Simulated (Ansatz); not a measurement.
## Energy of Si along a shift of atoms along one path

System: Si (Cmc2₁, 8 atoms in the cell).
Method: DFT LDA, scalar-relativistic, plane waves, PAW, no spin polarisation (Ansatz 0.2.0).

The 8 runs differ only in the geometry, by a shift of atoms along one path in a fixed cell. The shift s is measured from run 5: Si2 moves along the Cartesian direction (0.00, −1.00, 0.00), and Si1, Si3, Si4, Si5, Si6, Si7 and Si8 with it in fixed proportion. The structure derives from a Materials Project entry.

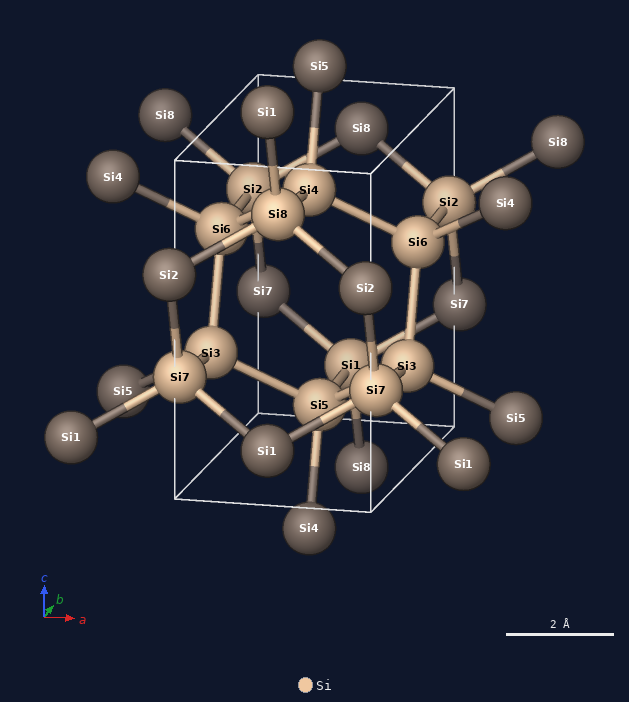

Figure 1. The structure of run 5 (ball-and-stick view of the cell of the calculation, seen slightly off an axis; neighbours outside the cell are drawn fainter; atoms are numbered from 1 in the order of the input). An atom can appear more than once, as a periodic image.

### Input of run 5
```yaml
crystal:
  lattice:
    - [-3.8019755419, 0.0, 0.0]
    - [0.0, 0.0, -6.2891200223]
    - [0.0, -6.5852148077, 0.0]
  atoms:
    - { symbol: Si, position: [0.5, 0.9369667109, 0.1780558168] }
    - { symbol: Si, position: [1.0, 0.9369667109, 0.6780558168] }
    - { symbol: Si, position: [1.0, 0.4369667109, 0.3219441832] }
    - { symbol: Si, position: [0.5, 0.4369667109, 0.8219441832] }
    - { symbol: Si, position: [0.5, 0.5630332891, 0.1552775166] }
    - { symbol: Si, position: [1.0, 0.5630332891, 0.6552775166] }
    - { symbol: Si, position: [1.0, 0.0630332891, 0.3447224834] }
    - { symbol: Si, position: [0.5, 0.0630332891, 0.8447224834] }
basis:
  ecutwfc: 420
kpoints:
  mp_grid: { grid: [10, 6, 6] }
hamiltonian:
  xc: lda
scf:
  occupations: { method: gaussian, width: 0.03 }
output:
  forces: true
  stress: true
  eigenvalues: true
```

Command:
```bash
ansatz run input.yaml --threads 2 --pin off --max-ram 5120MiB --backend cpu --events-out ev --progress --plain --runs-dir out
```

Run 6 differs from it as follows:
```diff
-    - { symbol: Si, position: [0.5, 0.9369667109, 0.1780558168] }
-    - { symbol: Si, position: [1.0, 0.9369667109, 0.6780558168] }
-    - { symbol: Si, position: [1.0, 0.4369667109, 0.3219441832] }
-    - { symbol: Si, position: [0.5, 0.4369667109, 0.8219441832] }
-    - { symbol: Si, position: [0.5, 0.5630332891, 0.1552775166] }
-    - { symbol: Si, position: [1.0, 0.5630332891, 0.6552775166] }
-    - { symbol: Si, position: [1.0, 0.0630332891, 0.3447224834] }
-    - { symbol: Si, position: [0.5, 0.0630332891, 0.8447224834] }
+    - { symbol: Si, position: [0.5, 0.9369667109, 0.1856485836] }
+    - { symbol: Si, position: [1.0, 0.9369667109, 0.6856485836] }
+    - { symbol: Si, position: [1.0, 0.4369667109, 0.3143514164] }
+    - { symbol: Si, position: [0.5, 0.4369667109, 0.8143514164] }
+    - { symbol: Si, position: [0.5, 0.5630332891, 0.1476847498] }
+    - { symbol: Si, position: [1.0, 0.5630332891, 0.6476847498] }
+    - { symbol: Si, position: [1.0, 0.0630332891, 0.3523152502] }
+    - { symbol: Si, position: [0.5, 0.0630332891, 0.8523152502] }
```

### Results, with one run withheld

| run | shift s of Si2 (Å) | free energy per atom, from the lowest run given (meV) | pressure (GPa) | gap on the mesh (eV) | force along the path (eV/Å) |
| --- | --- | --- | --- | --- | --- |
| 1 | −0.2750 | 20.89 | −0.77 | 0.37 | 1.859 |
| 2 | −0.1750 | 4.58 | −0.20 | 0.30 | 0.805 |
| 3 | −0.0500 | 0.00 | 0.00 | 0.27 | −0.189 |
| 4 | −0.0250 | 0.89 | −0.04 | 0.28 | −0.383 |
| 5 | 0.0000 | 2.40 | −0.11 | 0.29 | −0.587 |
| 6 | 0.0500 | ? | ? | ? | ? |
| 7 | 0.0750 | 11.09 | −0.45 | 0.33 | −1.292 |
| 8 | 0.1000 | 15.55 | −0.60 | 0.35 | −1.565 |

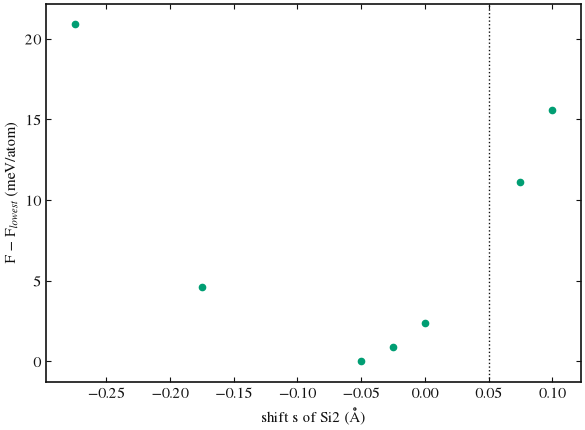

Figure 2. Free energy per atom of the runs given; the dotted line marks run 6.

Estimate the energy of run 6 from the others.

A cubic polynomial in the coordinate, fitted to the 7 runs given, misses them by at most 0.17 meV per atom. With x = s + 0.0500, it reads F = −0.16492 + 27.614 x + 520.27 x² − 79.43 x³ (meV per atom). At run 6 it gives 7.72 meV per atom, and the run itself gives 7.45. The slope of the fit gives a force −dF/ds of −1.034 eV/Å along the path (summed over the atoms that move), and the printed forces give −1.039 eV/Å. The fit has its minimum at s = −0.0764 Å. The gap on the mesh lies between 0.27 eV (run 3) and 0.37 eV (run 1); run 6 has 0.31 eV. These are gaps of this functional on this mesh, which can miss the band edges; they aren't the measured gap.

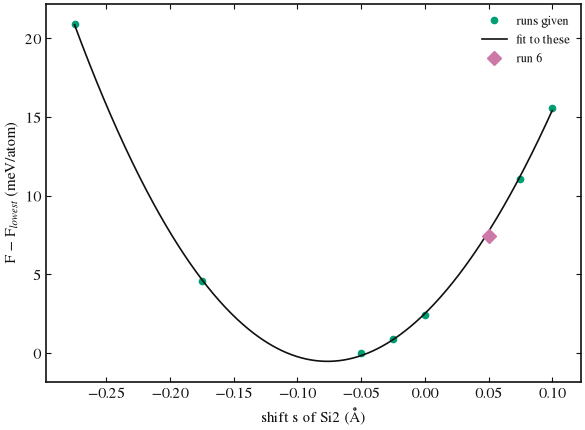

Figure 3. The fit and the withheld run.

### Output, shortened to warnings, some set-up lines, iterations and results (run 6)
```
Basis set: ecut = 420 eV, 3087 PW (Γ)
Symmetry: 8 space group operations
k-points: 96 of 360 (time reversal used)
Initial density: superposition of atomic densities (neutral atoms: chi_scale 0, normalization atom), corrected by the library's trained network
[...]
SCF iter   1: F=—  HF=-4869.048324 eV  |F-HF|=—  |Δ(HF+E_count)|=         —  Δρ=3.88e-3  dr2=1.47e-2  ethr=1.77e-3  ⟨swp⟩=7.4  Hψ=13885  notcnv=0  defer=3
SCF iter   2: F=—  HF=-4869.046636 eV  |F-HF|=—  |Δ(HF+E_count)|=   1.69e-3  Δρ=2.17e-3  dr2=4.68e-3  ethr=4.58e-5  ⟨swp⟩=2.1  Hψ=3933  notcnv=0  defer=83
SCF iter   3: F=—  HF=-4869.045560 eV  |F-HF|=—  |Δ(HF+E_count)|=   1.08e-3  Δρ=1.22e-4  dr2=2.23e-5  ethr=1.46e-5  ⟨swp⟩=2.0  Hψ=3566  notcnv=0  defer=35
SCF iter   4: F=—  HF=-4869.045562 eV  |F-HF|=—  |Δ(HF+E_count)|=   2.21e-6  Δρ=2.04e-5  dr2=7.18e-7  ethr=6.97e-8  ⟨swp⟩=2.0  Hψ=3566  notcnv=0  defer=35
SCF iter   5: F=-4869.045563 eV  HF=-4869.045563 eV  |F-HF|=1.73e-8  |Δ(HF+E_count)|=   1.95e-7  Δρ=6.75e-6  dr2=6.74e-8  ethr=2.24e-9  ⟨swp⟩=1.0  Hψ=2042  notcnv=0  defer=35
SCF iter   6: F=-4869.045563 eV  HF=-4869.045563 eV  |F-HF|=1.73e-10  |Δ(HF+E_count)|=   2.22e-8  Δρ=5.90e-7  dr2=5.00e-10  ethr=2.11e-10  ⟨swp⟩=6.2  Hψ=10353  notcnv=0
SCF 1 converged in 6 iterations: F = -4869.045563 eV  dr2 = 5.00e-10
SCF converged after 6 iterations
Free energy (F): -4869.045563 eV
Harris-Foulkes:  -4869.045563 eV  (|F-HF|=1.73e-10)
Internal energy: -4869.045563 eV  (E = F + TS)
E sigma→0 (E₀):  -4869.045563 eV
Fermi energy:    6.615163 eV
--- Per-component energies (eV) ---
  E_band       = 35.729793
  E_kinetic    = 325.561605
  E_local      = -223.610587  (includes V_loc(G=0)·N_el)
  E_nonlocal   = 216.791873
  E_hartree    = 59.182140
  E_xc         = -439.316706
  E_vxc        = -378.148657  (∫ρ·V_xc dr)
  E_paw        = -3889.370511  (= ΣΔE_a)
  E_vpaw       = -23.228752  (= ΣTr[D̂ρ^β])
  E_aug_tail   = 0.000044  (compensation charges beyond the density's cutoff)
  E_ewald      = -918.958068
  E_core_change = 0.674646  (= ΣΔE_core)
  E_smearing   = -0.000000  (= −TS)
  E_closure    = 0.000000  (closes the sum)
  Σ components = -4869.045563   (vs F -4869.045563, Δ=0.00e0)
--- Forces (eV/Å), atoms counted from 1 ---
  atom   1  Si    -0.00000000     0.12457727     0.08658453
  atom   2  Si    -0.00000000     0.12457727     0.08658453
  atom   3  Si     0.00000000    -0.12457727     0.08658453
  atom   4  Si     0.00000000    -0.12457727     0.08658453
  atom   5  Si     0.00000000    -0.13516850    -0.08658426
  atom   6  Si     0.00000000    -0.13516850    -0.08658426
  atom   7  Si    -0.00000000     0.13516850    -0.08658426
  atom   8  Si    -0.00000000     0.13516850    -0.08658426
  max |Σ_I F_I| component: 1.05e-6 eV/Å
--- Stress (GPa, compression-positive) ---
        0.089600       0.000000       0.000000
        0.000000      -0.189114       0.000000
       -0.000000       0.000000      -0.843632
  P = ⅓ Tr σ = -0.3144 GPa (-3.144 kbar)
```
